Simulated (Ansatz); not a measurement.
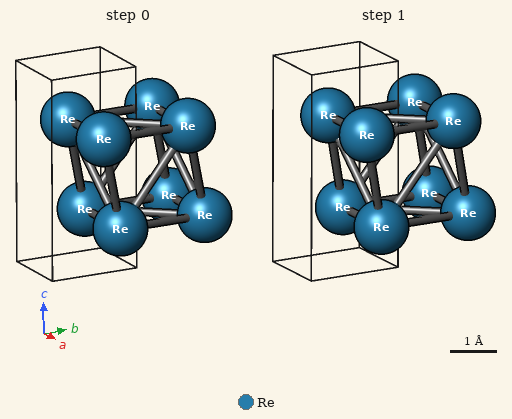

The structure of solid Re (set up in P-1) (coarse preliminary run) before (left) and after (right) a relaxation, at one scale.

The picture is a ball-and-stick view of the cell of the calculation, repeated 2 × 2 × 1 with one cell outlined, seen slightly off an axis.

Case: as before, with the keys of group solver set back to the reference's.

Theory: Ansatz 0.2.0, DFT PBE, scalar-relativistic, plane waves, PAW.

Input
```yaml
crystal:
  lattice:
    - [2.8159321049, -0.0584521463, -0.0246147225]
    - [-1.4585870961, 2.3764512623, -0.0074603275]
    - [-0.0398200552, -0.0369259925, 4.4297478739]
  atoms:
    - { symbol: Re, position: [0.3333333333, 0.6666666667, 0.25] }
    - { symbol: Re, position: [0.6666666667, 0.3333333333, 0.75] }
basis: {}
kpoints:
  mp_grid: { kspacing: 1.3 }
hamiltonian:
  xc: pbe
scf:
  occupations: { method: gaussian, width: 0.1 }
  max_iter: 75
output:
  forces: true
  stress: true
  eigenvalues: true
relax:
  adjacent_minimum: "off"
  max_steps: 2
  f_tol: 0.001
  cell: {}
```

Run as
```bash
ansatz run input.yaml --threads 1 --pin off --max-ram 1331MiB --backend cpu --events-out ev --progress --plain --runs-dir out
```

**Describe what moved and what it gained.**

The relaxation stopped without meeting its thresholds, so the last structure isn't shown to be converged. It used up its limit of 2 steps. Over 1 geometry step the energy falls by 62.3 meV per cell of the calculation. Largest force component: 0.51 eV/Å at the start, 0.46 eV/Å at the end. The pressure goes from 18.91 to −13.27 GPa. The largest moves relative to the cell, 0.048 Å, are those of Re1 and Re2. Re1 goes roughly along [1 −1 0]. Cell: a 2.817 → 2.899 Å (+2.9 %), b 2.788 → 2.840 Å (+1.8 %), c 4.430 → 4.543 Å (+2.5 %), α 90.3° → 90.2°, β 91.0° → 90.3°, γ 122.7° → 121.5°. Volume +9.0 %. Some distances before and after: Re1–Re2 2.691 → 2.834 Å, Re1–Re1 2.686 → 2.806 Å, Re1–Re2 (another image) 2.691 → 2.799 Å, Re1–Re2 (another image) 2.733 → 2.839 Å. The space group stays P-1 (No. 2).
